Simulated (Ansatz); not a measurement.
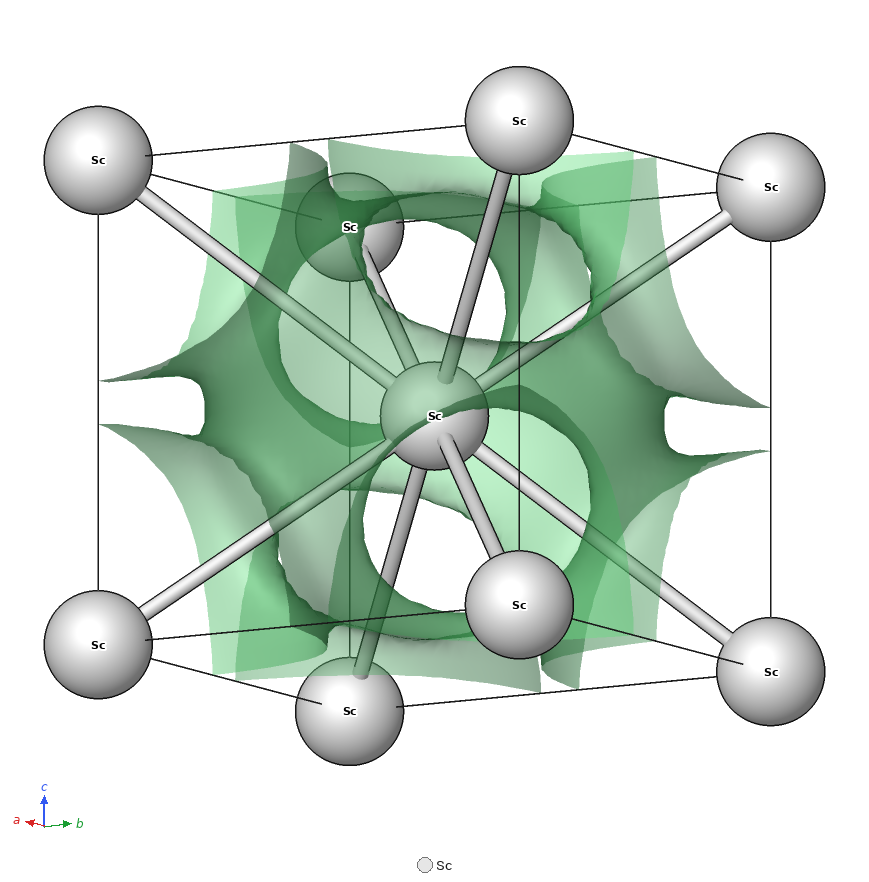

*Sc. Isosurface of the ELF at 0.55 (green), seen at an oblique angle. Core shells and regions of very low density are left out. Sticks mark near contacts.*

Space group Im-3m; set up as Sc, bcc; a generated structure, not necessarily the stable one; changed on purpose from its base cell (volume × 1.0); the program warned that a starting moment wasn't kept; spin-polarised, but the moments vanished.

Theory: Ansatz 0.2.0, DFT, PBE, plane waves (420 eV) with PAW, scalar-relativistic.

Core electrons are frozen (PAW), and the valence fields are smoothed inside the atomic spheres.

Question: Describe the localisation domains.

Answer: At this value the surface marks out one network that runs through the whole crystal, counted in one cell of 2 atoms. Any copies at cell faces, edges or corners count once. There are no localised bonds or lone pairs at this value.

Values along the shortest contacts:
Sc–Sc (3.18 Å): the ELF is about 0.15 at the midpoint: no localised pair shows between them.

Question: Does the calculation give a band gap?

Answer: It is metallic or semimetallic at this level of theory: no gap opens.
